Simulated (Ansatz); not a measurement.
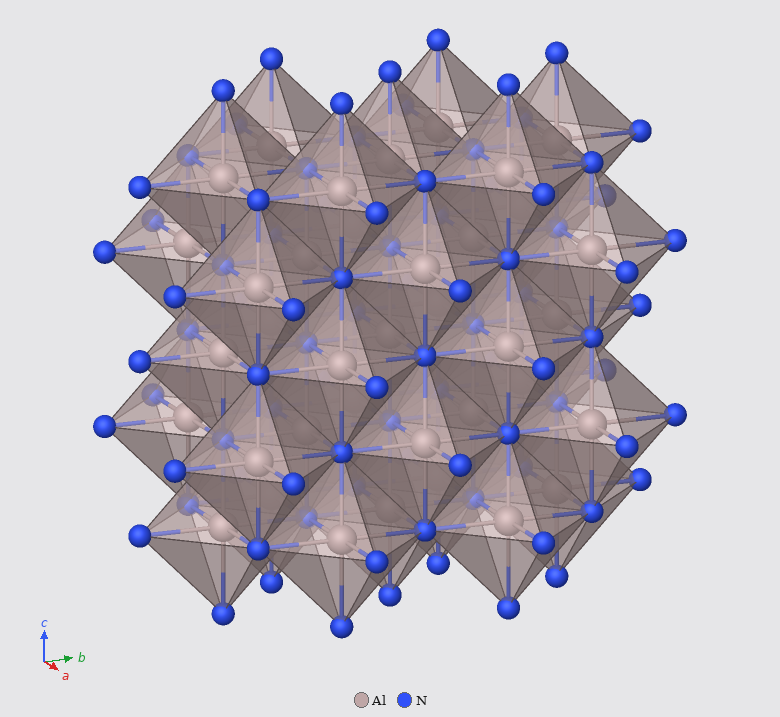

Polyhedra are drawn about Al (bonds: Al–N below 2.3 Å); other atoms are plain spheres.

AlN (space group Fm-3m, No. 225). Coordinates: the input geometry of an electronic-structure calculation (not necessarily at equilibrium).

Sharing among the drawn polyhedra:

```json
{"site": "Al", "polyhedron": "AlN6 octahedron", "corner-sharing neighbours": "6", "edge-sharing": "12", "face-sharing": "0", "bond (Å)": "2.03"}
```

They form a three-dimensional framework of corner- and edge-sharing octahedra.
